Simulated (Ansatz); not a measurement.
**Two runs on MoS**

System: MoS (Fm-3m, 2 atoms in the cell).
Method of run A: DFT PBEsol, scalar-relativistic, plane waves, PAW, no spin polarisation (Ansatz 0.2.0).

The structure was built on a prototype by a generator; it need not be a known phase. Text and figures count atoms from 1; the logs count them from 0 in places.

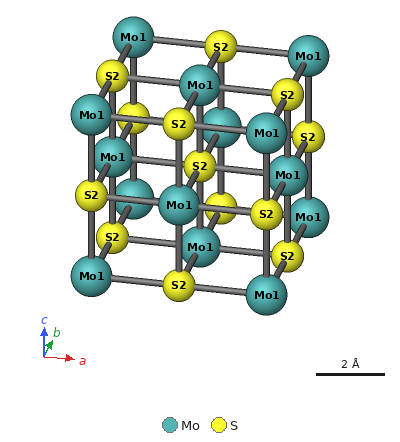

**Figure 1.** The structure as given in the input (ball-and-stick view of the cell 4 times as large as that of the calculation, set on its symmetry axes, seen at an oblique angle; atoms are numbered from 1 in the order of the input). An atom can appear more than once, as a periodic image.

The input, run A:
```yaml
crystal:
  lattice:
    - [0.0, 2.6715337942, 2.6715337942]
    - [2.6715337942, 0.0, 2.6715337942]
    - [2.6715337942, 2.6715337942, 0.0]
  atoms:
    - { symbol: Mo, position: [0.0, 0.0, 0.0] }
    - { symbol: S, position: [0.5, 0.5, 0.5] }
basis:
  ecutwfc: 420
kpoints:
  mp_grid: { grid: [14, 14, 14] }
hamiltonian:
  xc: pbesol
scf:
  occupations: { method: gaussian, width: 0.1 }
  lower_state_search: "off"
output:
  forces: true
  stress: true
  eigenvalues: true
```

Launched with:
```bash
ansatz run input.yaml --threads 1 --pin off --max-ram 2560MiB --backend cpu --events-out ev --progress --plain --runs-dir out
```

Hardware: 1 thread of Intel Xeon @ 2.50GHz (Skylake/Cascade Lake), 32 GiB of memory available, shared host.

Output, shortened to warnings, some set-up lines, iterations and results (run A):
```
Basis set: ecut = 420 eV, 725 PW (Γ), exchange–correlation on 54×54×54 points (8 copies of the dense FFT grid, shifted against one another)
Symmetry: 48 space group operations
k-points: 104 of 2744
Initial density: superposition of atomic densities (neutral atoms: chi_scale 0, normalization atom), corrected by the library's trained network
[...]
SCF iter   1: F=—  HF=-5781.232702 eV  |F-HF|=—  |Δ(HF+E_count)|=         —  Δρ=7.10e-3  dr2=1.62e-2  ethr=1.77e-3  ⟨swp⟩=5.0  Hψ=8235  notcnv=0
SCF iter   2: F=—  HF=-5781.229110 eV  |F-HF|=—  |Δ(HF+E_count)|=   3.59e-3  Δρ=3.85e-3  dr2=4.14e-3  ethr=8.09e-5  ⟨swp⟩=1.0  Hψ=2295  notcnv=0
SCF iter   3: F=—  HF=-5781.228040 eV  |F-HF|=—  |Δ(HF+E_count)|=   1.07e-3  Δρ=6.29e-4  dr2=1.98e-4  ethr=2.07e-5  ⟨swp⟩=2.2  Hψ=2120  notcnv=0
SCF iter   4: F=—  HF=-5781.228014 eV  |F-HF|=—  |Δ(HF+E_count)|=   2.58e-5  Δρ=2.09e-4  dr2=1.64e-5  ethr=9.90e-7  ⟨swp⟩=2.3  Hψ=2012  notcnv=0
SCF iter   5: F=—  HF=-5781.228019 eV  |F-HF|=—  |Δ(HF+E_count)|=   5.22e-6  Δρ=5.33e-5  dr2=1.01e-6  ethr=8.20e-8  ⟨swp⟩=2.1  Hψ=1816  notcnv=0
SCF iter   6: F=-5781.228020 eV  HF=-5781.228020 eV  |F-HF|=4.50e-9  |Δ(HF+E_count)|=   3.37e-7  Δρ=1.00e-5  dr2=3.23e-8  ethr=5.00e-10  ⟨swp⟩=5.0  Hψ=6299  notcnv=0
SCF 1 converged in 6 iterations: F = -5781.228020 eV  dr2 = 3.23e-8
SCF converged after 6 iterations
Free energy (F): -5781.228020 eV
Harris-Foulkes:  -5781.228020 eV  (|F-HF|=4.50e-9)
Internal energy: -5781.207221 eV  (E = F + TS)
E sigma→0 (E₀):  -5781.217621 eV
Entropy (-TS):   -0.020798 eV (-10.399 meV/atom)
Fermi energy:    12.429679 eV
--- Per-component energies (eV) ---
  E_band       = -148.529534
  E_kinetic    = 541.418534
  E_local      = -1226.473861  (includes V_loc(G=0)·N_el)
  E_nonlocal   = 175.074112
  E_hartree    = 411.084523
  E_xc         = -274.200908
  E_vxc        = -310.230723  (∫ρ·V_xc dr)
  E_paw        = -3728.358455  (= ΣΔE_a)
  E_vpaw       = -150.490370  (= ΣTr[D̂ρ^β])
  E_aug_tail   = 0.000036  (compensation charges beyond the density's cutoff)
  E_ewald      = -1680.022451
  E_core_change = 0.271249  (= ΣΔE_core)
  E_smearing   = -0.020798  (= −TS)
  E_closure    = -0.000000  (closes the sum)
  Σ components = -5781.228020   (vs F -5781.228020, Δ=0.00e0)
--- Forces (eV/Å), atoms counted from 1 ---
  atom   1  Mo    -0.00000000    -0.00000000    -0.00000000
  atom   2  S      0.00000000    -0.00000000    -0.00000000
  max |Σ_I F_I| component: 2.26e-30 eV/Å
--- Stress (GPa, compression-positive) ---
      -27.420032      -0.000000       0.000000
       -0.000000     -27.420032       0.000000
        0.000000      -0.000000     -27.420032
  P = ⅓ Tr σ = -27.4200 GPa (-274.200 kbar)
```

The input of run B differs as follows (lines with − go, lines with + come):
```diff
-    - { symbol: Mo, position: [0.0, 0.0, 0.0] }
+    - { symbol: Mo, position: [0.0, 0.0, 0.0], spin: 3.5 }
+  populations: true
+magnetization:
+  spin_polarized: true
```

Predict how the results change.

With the same functional and potentials, run B lies 68.1 meV per atom lower. The pressure goes from −27.42 to −18.14 GPa. With spin allowed, the absolute moment of the cell comes to 2.69 μB. Exchange favours parallel spins in the open shell, so the polarised state lies below the unpolarised one. The SCF takes 9 iterations against 6. On the same kind of shared host run B took about 3 times as long. The two runs start from different initial densities, which also moves the count.

Output, shortened to warnings, some set-up lines, iterations and results (run B):
```
Basis set: ecut = 420 eV, 725 PW (Γ), exchange–correlation on 54×54×54 points (8 copies of the dense FFT grid, shifted against one another)
Symmetry: 48 space group operations
k-points: 104 of 2744
Initial density: superposition of atomic densities (chi_scale 0.1, normalization cell)
[...]
SCF iter   1: F=—  HF=-5781.924598 eV  |F-HF|=—  |Δ(HF+E_count)|=         —  Δρ=5.15e-2 (↑5.15e-2 ↓2.04e-2)  dr2=2.70e0  dr2_m=1.75e-1  M=2.632 μB ∫|m|=2.642 μB  β_m=0.30  …
SCF iter   2: F=—  HF=-5781.478038 eV  |F-HF|=—  |Δ(HF+E_count)|=   4.47e-1  Δρ=3.28e-2 (↑3.28e-2 ↓1.30e-2)  dr2=7.84e-1  dr2_m=9.06e-2  M=2.812 μB ∫|m|=2.828 μB  β_m=0.30  …
SCF iter   3: F=—  HF=-5781.380099 eV  |F-HF|=—  |Δ(HF+E_count)|=   9.79e-2  Δρ=2.19e-2 (↑2.19e-2 ↓9.38e-3)  dr2=2.68e-1  dr2_m=4.33e-2  M=2.811 μB ∫|m|=2.828 μB  β_m=0.53  …
SCF iter   4: F=—  HF=-5781.358057 eV  |F-HF|=—  |Δ(HF+E_count)|=   2.20e-2  Δρ=5.89e-3 (↑5.89e-3 ↓3.72e-3)  dr2=8.06e-3  dr2_m=4.34e-3  M=2.751 μB ∫|m|=2.762 μB  β_m=0.74  …
SCF iter   5: F=—  HF=-5781.363882 eV  |F-HF|=—  |Δ(HF+E_count)|=   5.82e-3  Δρ=8.22e-4 (↑8.22e-4 ↓6.44e-4)  dr2=7.50e-5  dr2_m=1.51e-4  M=2.700 μB ∫|m|=2.706 μB  β_m=0.84  …
SCF iter   6: F=—  HF=-5781.364102 eV  |F-HF|=—  |Δ(HF+E_count)|=   2.21e-4  Δρ=2.47e-4 (↑2.47e-4 ↓2.27e-4)  dr2=3.86e-6  dr2_m=1.77e-5  M=2.692 μB ∫|m|=2.697 μB  β_m=0.92  …
SCF iter   7: F=—  HF=-5781.364124 eV  |F-HF|=—  |Δ(HF+E_count)|=   2.22e-5  Δρ=8.70e-5 (↑8.70e-5 ↓6.68e-5)  dr2=5.14e-7  dr2_m=1.84e-6  M=2.688 μB ∫|m|=2.692 μB  β_m=0.96  …
SCF iter   8: F=—  HF=-5781.364127 eV  |F-HF|=—  |Δ(HF+E_count)|=   2.23e-6  Δρ=2.13e-5 (↑2.13e-5 ↓1.57e-5)  dr2=3.46e-8  dr2_m=1.09e-7  M=2.687 μB ∫|m|=2.690 μB  β_m=0.98  …
SCF iter   9: F=-5781.364127 eV  HF=-5781.364127 eV  |F-HF|=3.40e-10  |Δ(HF+E_count)|=   1.50e-7  Δρ=2.24e-6 (↑2.24e-6 ↓1.39e-6)  dr2=1.47e-9  dr2_m=9.06e-10  M=2.686 μB …
SCF 1 converged in 9 iterations: F = -5781.364127 eV  dr2 = 1.47e-9
SCF converged after 9 iterations
Magnetization: 2.6860 μB (11.3430 up, 8.6570 down)
Absolute magnetization: 2.6900 μB (∫|ρ↑−ρ↓|, with the PAW one-centre terms)
Spin contamination: 0.0158 ħ² per cell (⟨S²⟩ above its minimum at these occupations)
Per-site moments (μB) at R_I (Å): [(2.067439620885803, 1.1020076901075002), (0.04327002239503935, 1.1020076901075002)]
Free energy (F): -5781.364127 eV
Harris-Foulkes:  -5781.364127 eV  (|F-HF|=3.40e-10)
Internal energy: -5781.355593 eV  (E = F + TS)
E sigma→0 (E₀):  -5781.359860 eV
Entropy (-TS):   -0.008534 eV (-4.267 meV/atom)
Fermi energy:    12.414683 eV
--- Per-component energies (eV) ---
  E_band       = -145.750985
  E_kinetic    = 544.404846
  E_local      = -1232.350751  (includes V_loc(G=0)·N_el)
  E_nonlocal   = 176.461860
  E_hartree    = 414.625915
  E_xc         = -275.509932
  E_vxc        = -311.929435  (∫ρ·V_xc dr)
  E_paw        = -3729.236366  (= ΣΔE_a)
  E_vpaw       = -151.590437  (= ΣTr[D̂ρ^β])
  E_aug_tail   = 0.000038  (compensation charges beyond the density's cutoff)
  E_ewald      = -1680.022451
  E_core_change = 0.271249  (= ΣΔE_core)
  E_smearing   = -0.008534  (= −TS)
  E_closure    = 0.000000  (closes the sum)
  Σ components = -5781.364127   (vs F -5781.364127, Δ=0.00e0)
--- Forces (eV/Å), atoms counted from 1 ---
  atom   1  Mo    -0.00000000     0.00000000    -0.00000000
  atom   2  S      0.00000000    -0.00000000     0.00000000
  max |Σ_I F_I| component: 2.37e-30 eV/Å
--- Stress (GPa, compression-positive) ---
      -18.144869       0.000000       0.000000
        0.000000     -18.144869      -0.000000
        0.000000       0.000000     -18.144869
  P = ⅓ Tr σ = -18.1449 GPa (-181.449 kbar)
--- Löwdin populations: 2 sites ---
  site symbol       q [e]    m [muB]
     0     Mo     13.6421     2.6461
     1      S      6.2478     0.0216
  spilling = 0.005507 (of n_electrons = 20.000000)
```

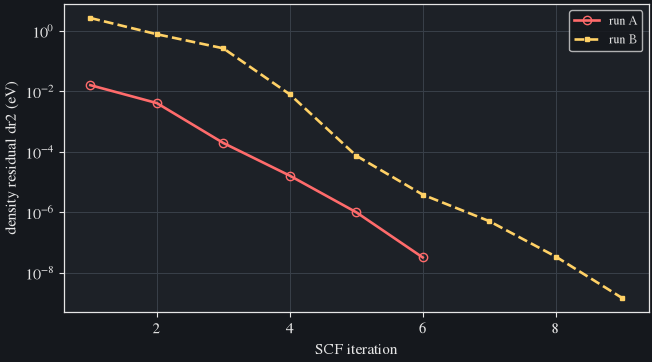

**Figure 2.** Convergence of the two runs: density residual dr2 against the SCF iteration. Run A takes 6 iterations in all, and run B takes 9.

The two runs side by side:

```csv
quantity,run A,run B
outcome,converged,converged
free energy per atom (eV),−2890.6140,−2890.6821
"energy per atom, smearing taken to zero (eV)",−2890.6088,−2890.6799
gap on the mesh (eV),0.00,0.00
pressure (GPa),−27.42,−18.14
largest force (eV/Å),0.000,0.000
SCF iterations,6,9
irreducible k-points,104,104
plane waves at Γ,725,725
net moment of the cell (μB),–,2.69
absolute moment of the cell (μB),–,2.69
wall time (shared host),3.8 s,11 s
```

For run A: The cell is under a tension of 27 GPa at this level, so it is not at its equilibrium volume. For run B: The cell is under a tension of 18.1 GPa at this level, so it is not at its equilibrium volume.
